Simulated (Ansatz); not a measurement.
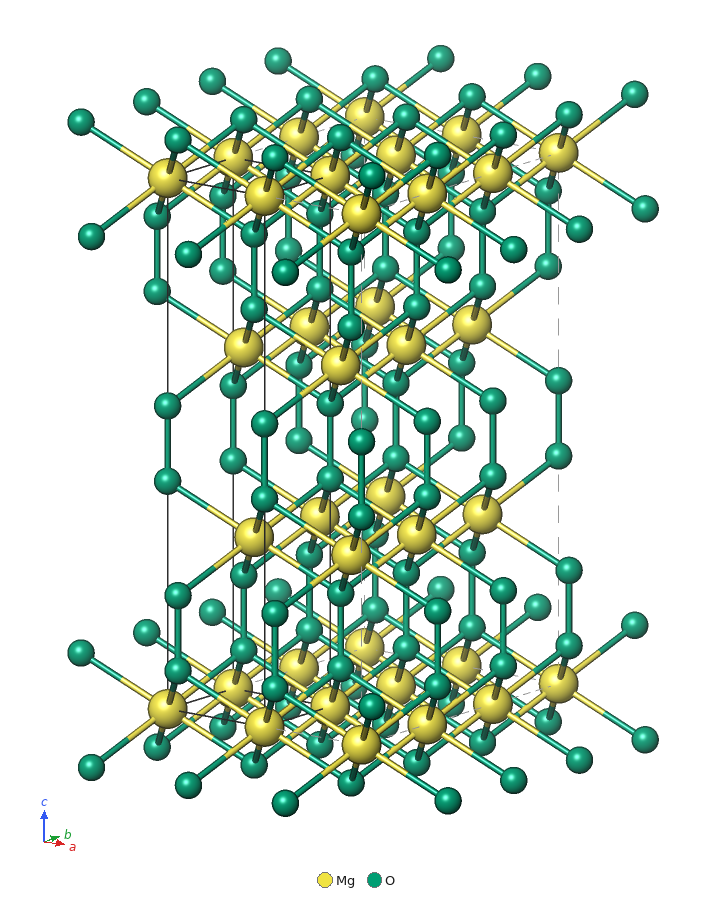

An orthographic ball-and-stick view of the structure, slightly off an axis. The drawing covers 2×3×1 cells, and the solid lines enclose one conventional unit cell. Some neighbours outside the box are added.

MgO$_{2}$, space group R-3m (No. 166), a = 3.17 Å, b = 3.17 Å, c = 10.37 Å, α = 90.00°, β = 90.00°, γ = 120.00°.

Setup: DFT PBEsol, scalar-relativistic, plane waves, PAW in Ansatz 0.2.0; a basis cut at 420 eV, k-points about 0.20 Å⁻¹ apart, Gaussian smearing of 0.02 eV, no spin polarisation.

Question: What is the electronic character?

Answer: A semiconductor at this level, with a gap of 2.48 eV on the k-mesh (the true edges may lie between mesh points, so the gap can be somewhat smaller).

Its origin is a structure listed in the Materials Project. Earlier steps of the study may have refined or changed the cell and positions. It went into a calculation with Ansatz.
